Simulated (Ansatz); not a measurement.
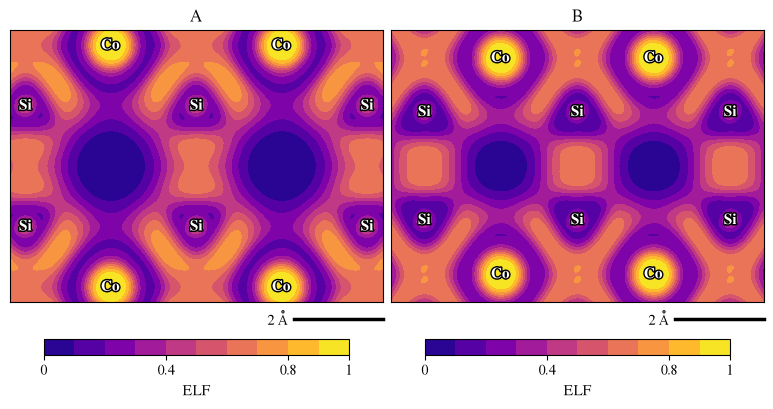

CoSi$_{2}$. The electron localisation function of two cells that differ in size, on the (101̄) plane of each (indices in the axes of the calculation cell), at one length scale and on one colour scale; one has 9.7 and the other 13.6 Å³ an atom.

Method: DFT, PBE, PAW with Ansatz's default frozen-core files, scalar-relativistic in Ansatz.

Question: Which panel shows the smaller cell, and what does the compression change?

Answer: Panel B is the smaller cell, by 28 % in volume. From the larger cell to the smaller, Co–Si goes from 2.36 to 2.12 Å, and the density at its midpoint from 0.46 to 0.69 e/Å³, the ELF there from 0.50 to 0.45; the pressure goes from −9 to 91 GPa.
